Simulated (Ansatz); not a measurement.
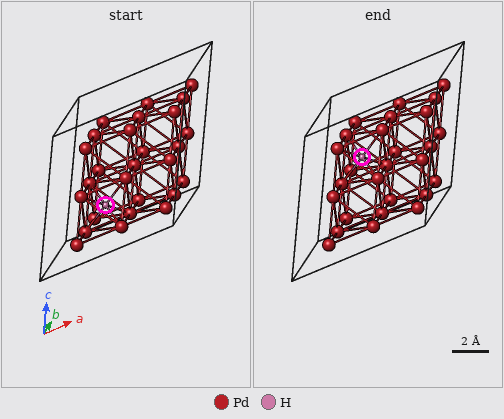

The two relaxed end points of a path for a defect cell of composition HPd27 (28 atoms in the cell). The picture is a ball-and-stick view of the reduced simulation cell (origin moved), seen slightly off an axis. The moving atom is ringed, with any periodic copies. Lengths and directions refer to the drawn axes. Bonds to atoms that aren't drawn are left out.

The calculation used Ansatz, DFT PBE, scalar-relativistic, plane waves, PAW.

Settings: plane-wave cutoff 420 eV; k-point mesh 3 × 3 × 3; Gaussian smearing 0.1 eV; 5 movable images; climbing image.

Start:
```xyz
28
Lattice="-5.9134 5.9134 0.0000 -5.9134 0.0000 5.9134 0.0000 5.9134 5.9134" Properties=species:S:1:pos:R:3 pbc="T T T"
Pd   -0.0039    5.9095    5.9094
Pd   -1.9714    1.9712    0.0005
Pd   -1.9714    0.0005    1.9711
Pd   -0.0185    1.9713    1.9711
Pd   -3.9423    9.8552    5.9138
Pd   -3.9423    1.9712    1.9711
Pd   -1.9714    3.9418    1.9711
Pd   -3.9423    5.9138    9.8552
Pd   -1.9714    1.9712    3.9418
Pd   -0.0039    3.9462    3.9462
Pd   -5.9130    9.8552    7.8845
Pd   -3.9424    5.8943    1.9711
Pd   -5.9130    1.9712    3.9419
Pd   -3.9423    3.9418    3.9419
Pd   -1.9672    5.9094    3.9463
Pd   -3.9425    1.9713    5.8944
Pd   -1.9672    3.9463    5.9094
Pd   -7.8806    3.9463    3.9462
Pd   -5.9173    5.9095    3.9462
Pd   -3.9425    7.8847    3.9613
Pd   -5.9173    3.9462    5.9095
Pd   -3.9423    5.9138    5.9138
Pd   -3.9425    3.9612    7.8845
Pd   -7.8806    5.9094    5.9094
Pd   -5.9130    7.8845    5.9138
Pd   -5.9130    5.9138    7.8845
Pd   -7.8658    7.8846    7.8845
H    -9.8441    7.8805    7.8848
```

End:
```xyz
28
Lattice="-5.9134 5.9134 0.0000 -5.9134 0.0000 5.9134 0.0000 5.9134 5.9134" Properties=species:S:1:pos:R:3 pbc="T T T"
Pd   -0.0039    0.0039    0.0039
Pd   -1.9671    1.9672    0.0040
Pd   -1.9672    0.0039    1.9672
Pd   -0.0039    1.9672    1.9671
Pd   -3.9421    3.9425    0.0190
Pd   -3.9422    1.9714    1.9716
Pd   -1.9715    3.9423    1.9715
Pd   -3.9421    0.0185    3.9423
Pd   -1.9716    1.9714    3.9422
Pd   -0.0190    3.9424    3.9423
Pd   -5.9130    3.9423    1.9716
Pd   -3.9422    5.9130    1.9715
Pd   -5.9129    1.9714    3.9422
Pd   -3.9422    3.9423    3.9423
Pd   -1.9715    5.9130    3.9422
Pd   -3.9422    1.9714    5.9129
Pd   -1.9715    3.9423    5.9130
Pd   -7.8656    3.9425    3.9423
Pd   -5.9130    5.9130    3.9422
Pd   -3.9421    7.8658    3.9423
Pd   -5.9130    3.9423    5.9129
Pd   -3.9422    5.9130    5.9130
Pd   -3.9421    3.9425    7.8655
Pd   -7.8805    5.9173    5.9173
Pd   -5.9173    7.8806    5.9174
Pd   -5.9173    5.9173    7.8806
Pd   -7.8805    7.8806    7.8805
H    -9.8596    9.8441    9.8553
```

What barrier does the band find between them, and by what path?

Answer. The barrier is about 0.53 eV in both directions, with image 3 at the top; the ends have the same energy. The H atom travels furthest, 2.78 Å from end to end, along +c, on a straight line. At the highest image its nearest neighbour (Pd) is 1.58 Å away, against 1.98 Å at the start, and the surrounding atoms stand up to 0.17 Å off the mean of their end positions. The band is converged.

Energies of the converged images:

| image | path (Å) | E (eV) |
| --- | --- | --- |
| 0 | 0.00 | 0.000 |
| 1 | 0.47 | 0.061 |
| 2 | 0.94 | 0.325 |
| 3 | 1.41 | 0.525 |
| 4 | 1.87 | 0.328 |
| 5 | 2.34 | 0.063 |
| 6 | 2.81 | 0.000 |

The geometry at the top of the path:

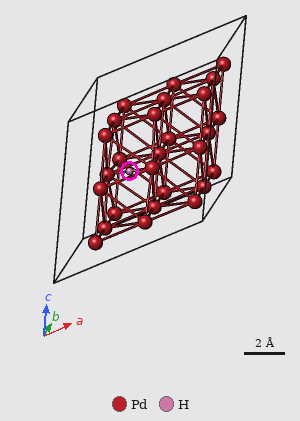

Limits of the set-up: the periodic images lie only 8.4 Å apart, so the values are limited by the cell's size.
